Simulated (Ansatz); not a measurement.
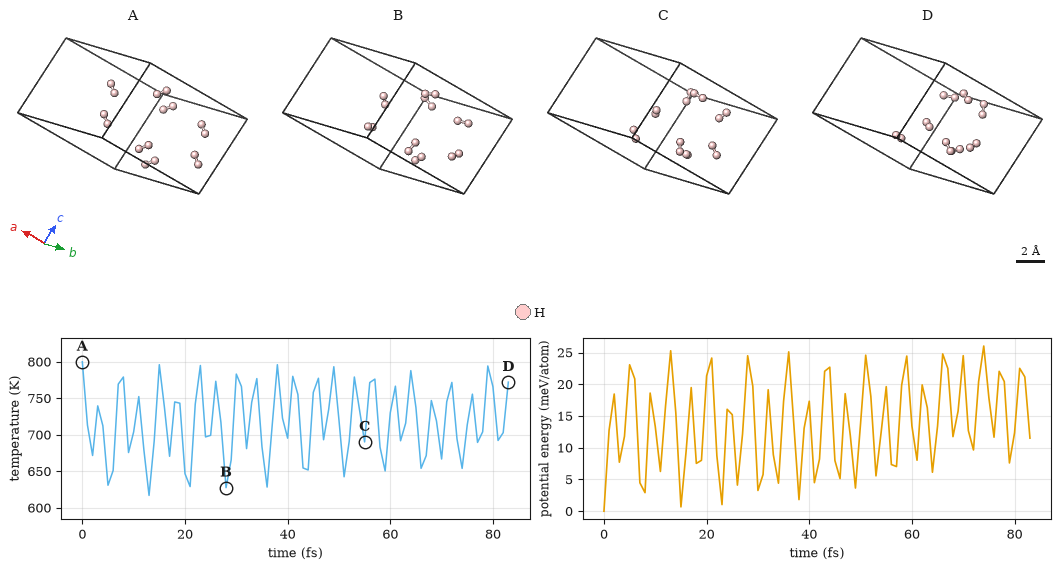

A Born-Oppenheimer molecular dynamics run of a 16-atom cell of H (set up in P2_12_12_1), 83 fs long. Frames (A at 0 fs, B at 28 fs, C at 55 fs, D at 83 fs) and the history of the run. A ball-and-stick model of the simulation cell, seen from a free direction. Atoms that leave the cell re-enter on the other side.

Computed with Ansatz 0.2.0, DFT PBE, scalar-relativistic, plane waves, PAW. Settings: plane-wave cutoff 420 eV; k-point mesh 2 × 2 × 2; Fermi-Dirac smearing 0.0689 eV; volume 1.02 times that of the relaxed crystal; Nosé-Hoover thermostat (NVT); set temperature 800 K; time step 1 fs.

Question: What do the frames and curves show?

Answer: In the second half of the run the atoms are, in the root-mean-square, this far from where they began (common drift taken out): H 1.56 Å. The molecules turn and drift from their places. The mean temperature in the second half is 721 K (standard deviation 45 K). The potential energy in the second half lies on average 15.4 meV per atom above the first frame. The mean pressure there is 0.1 GPa. The conserved quantity stays between −0.097 and 3.7 meV per atom of its start. A straight-line fit has a slope that amounts to +0.11 meV per atom over 83 fs (0.1 % of the mean kinetic energy), and the ripple about it is 18 % of the kinetic energy's fluctuation. That is tolerable for a short run, though not tight (an offset or drift over 2 % of the kinetic energy, or a ripple over 7 %). The time step of 1 fs is long for the fastest vibrations here (lightest element hydrogen).

The run took about 4 core-minutes on a shared host.
